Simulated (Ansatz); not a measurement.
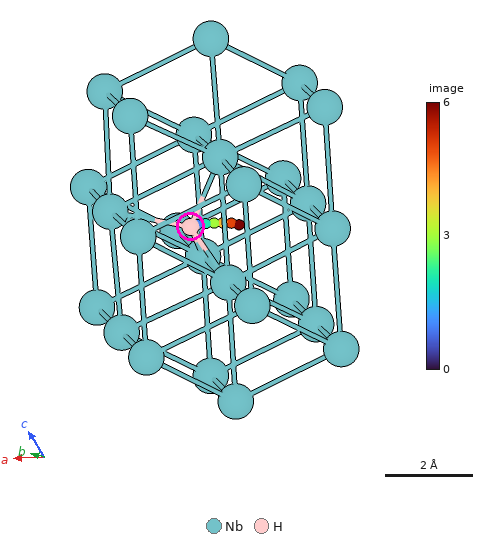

A search for the minimum-energy path of a defect cell of composition Nb₃₂H (33 atoms in the cell) by the nudged elastic band. Images are numbered from 0 (start) to 6 (end). The start is drawn whole; smaller spheres mark the moving atoms (H) in the later images, joined by lines and coloured by the number of the image. Style: ball-and-stick. Shown: the atoms within 4.8 Å of the middle of the path, from a free direction. The moving atom is ringed, with any periodic copies. Bonds to atoms that aren't drawn are left out.

All numbers below come from DFT LDA, scalar-relativistic, plane waves, PAW in Ansatz. Run with plane-wave cutoff 420 eV; k-point mesh 3 × 3 × 3; Gaussian smearing 0.1 eV; 5 movable images; climbing image.

### What moves, how far, and at what cost in energy?

The H atom travels furthest, 1.15 Å from end to end, along −a, on a path that bends up to 0.09 Å away from the straight line. At the highest image its nearest neighbour (Nb) is 1.83 Å away, against 1.89 Å at the start, and the surrounding atoms stand up to 0.07 Å off the mean of their end positions. The barrier is about 0.158 eV in both directions, with image 3 at the top; the ends have the same energy. The band is converged.

The run took 15 min on 8 threads of Intel(R) Xeon(R) Processor @ 2.70GHz, on a shared host, peak memory 11 GiB.
